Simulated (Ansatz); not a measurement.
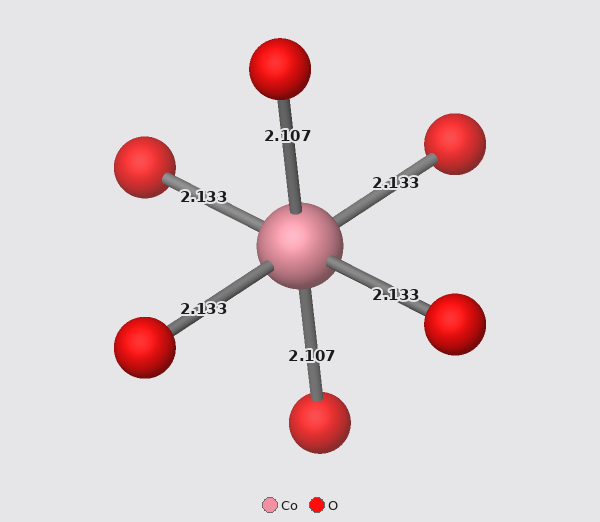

The surroundings of site Co1 (at 0.000, 0.000, 0.000) in CoO (I4/mmm, No. 139), with bond lengths in Å.

Origin of the cell: a calculation's input that goes back to an entry of the Crystallography Open Database (an earlier step may have relaxed or displaced it).

```
CELL_PARAMETERS angstrom
3.01600 0.00000 0.00000
0.00000 3.01600 0.00000
0.00000 0.00000 4.21450
ATOMIC_POSITIONS crystal
Co 0.00000 0.00000 0.00000
O 0.00000 0.00000 0.50000
Co 0.50000 0.50000 0.50000
O 0.50000 0.50000 0.00000
```

Bond valence s = exp((R0 − d)/b), R0 fitted to published crystal structures with b = 0.37 Å, summed over all anions within 5 Å; R0 in Å: Co2+–O 1.696; Co3+–O 1.685.

> Which oxidation state of Co do these bonds support?

With the Co2+ parameters the computed sum is 2 × 0.329 + 4 × 0.307 = 1.89. With the Co3+ parameters the computed sum is 2 × 0.320 + 4 × 0.298 = 1.83. The sum matches its own assumption best for Co2+, which also balances the formula's charge.

> And over the whole structure?

```tsv
site	x, y, z	formal valence	bond-valence sum	difference
Co1	0.000, 0.000, 0.000	+2	1.93	-0.07
O1	0.000, 0.000, 0.500	−2	1.93	-0.07
```

These sums include all anions within 5 Å. The global instability index (root mean square of the differences over all atoms) is 0.07 v.u.: little strain. The cell was not relaxed for this table, and a volume that is off by a few per cent shifts all sums together.
